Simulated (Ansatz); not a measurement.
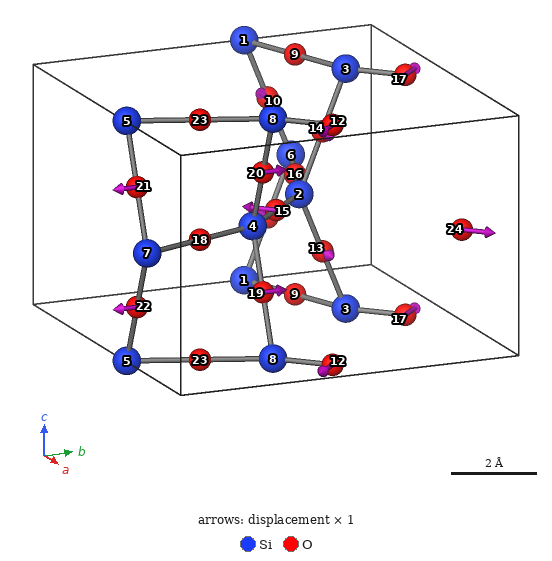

This is a relaxation of a crystal of SiO$_{2}$ (a generated structure, set up in P4_2/mcm) (coarse preliminary run). The starting structure is drawn; purple arrows show the displacements (the part carried along by the change of the cell is left out), at their true length.

Style: ball-and-stick. Shown: the cell of the calculation (origin shifted), slightly off an axis.

Theory: DFT PBE, scalar-relativistic, plane waves, PAW (Ansatz).

The input:
```yaml
crystal:
  lattice:
    - [8.72117557, 0.0, 0.0]
    - [0.0, 8.72117557, 0.0]
    - [0.0, 0.0, 5.89018971]
  atoms:
    - { symbol: Si, position: [0.31381198, 0.93119501, 0.5] }
    - { symbol: Si, position: [0.68618802, 0.93119501, 0.0] }
    - { symbol: Si, position: [0.68618802, 0.06880499, 0.5] }
    - { symbol: Si, position: [0.93119501, 0.68618802, 0.0] }
    - { symbol: Si, position: [0.93119501, 0.31381198, 0.5] }
    - { symbol: Si, position: [0.31381198, 0.06880499, 0.0] }
    - { symbol: Si, position: [0.06880499, 0.31381198, 0.0] }
    - { symbol: Si, position: [0.06880499, 0.68618802, 0.5] }
    - { symbol: O, position: [0.5, 0.0, 0.5] }
    - { symbol: O, position: [0.31381198, 0.0, 0.25] }
    - { symbol: O, position: [0.31381198, 0.0, 0.75] }
    - { symbol: O, position: [0.19130848, 0.80869152, 0.5] }
    - { symbol: O, position: [0.68618802, 0.0, 0.75] }
    - { symbol: O, position: [0.68618802, 0.0, 0.25] }
    - { symbol: O, position: [0.80869152, 0.80869152, 0.0] }
    - { symbol: O, position: [0.5, 0.0, 0.0] }
    - { symbol: O, position: [0.80869152, 0.19130848, 0.5] }
    - { symbol: O, position: [0.0, 0.5, 0.0] }
    - { symbol: O, position: [0.0, 0.68618802, 0.75] }
    - { symbol: O, position: [0.0, 0.68618802, 0.25] }
    - { symbol: O, position: [0.0, 0.31381198, 0.25] }
    - { symbol: O, position: [0.0, 0.31381198, 0.75] }
    - { symbol: O, position: [0.0, 0.5, 0.5] }
    - { symbol: O, position: [0.19130848, 0.19130848, 0.0] }
basis:
  ecutwfc: 420
kpoints:
  mp_grid: { grid: [2, 2, 4] }
hamiltonian:
  xc: pbe
scf:
  occupations: { method: gaussian, width: 0.1 }
  lower_state_search: "off"
output:
  forces: true
  stress: true
  eigenvalues: true
relax:
  adjacent_minimum: "off"
  f_tol: 0.04
  max_steps: 70
  cell: { stress_tol: 0.4 }
```

Run as
```bash
ansatz run input.yaml --threads 1 --pin off --max-ram 2560MiB --backend cpu --events-out ev --progress --plain --runs-dir out
```

### Atoms of which element are displaced furthest, and by how much?

Oxygen: up to 0.87 Å, against 0.00 Å for silicon.

### What happened in the run?

The largest moves relative to the cell, 0.87 Å, are those of O12, O15, O17 and O24. O15 goes along [−1 −1 0]. Si stays in place. The volume changes by −15.8 %, with a = b 8.721 → 8.239 Å (−5.5 %), c 5.890 → 5.558 Å (−5.6 %). Near-neighbour distances that change, for instance: Si1–O12 1.511 → 1.671 Å, Si1–O9 1.731 → 1.635 Å, Si1–O10 1.590 → 1.630 Å. Among the angles between lasting bonds that change: Si2–O15–Si4 180.0° → 117.5°, Si4–O20–Si8 180.0° → 134.0°, O12–Si8–O23 155.3° → 124.0°. The space group stays P4_2/mcm (No. 132). The energy falls by 874 meV per atom in 8 accepted moves (10 points after the start). The largest force component goes from 6.9 to 0.0098 eV/Å. The pressure goes from 15.41 to 0.07 GPa. At 2 points the geometry stayed and the basis and grid were re-selected for the new cell (energy shift of 3.2 meV per atom at most each time).
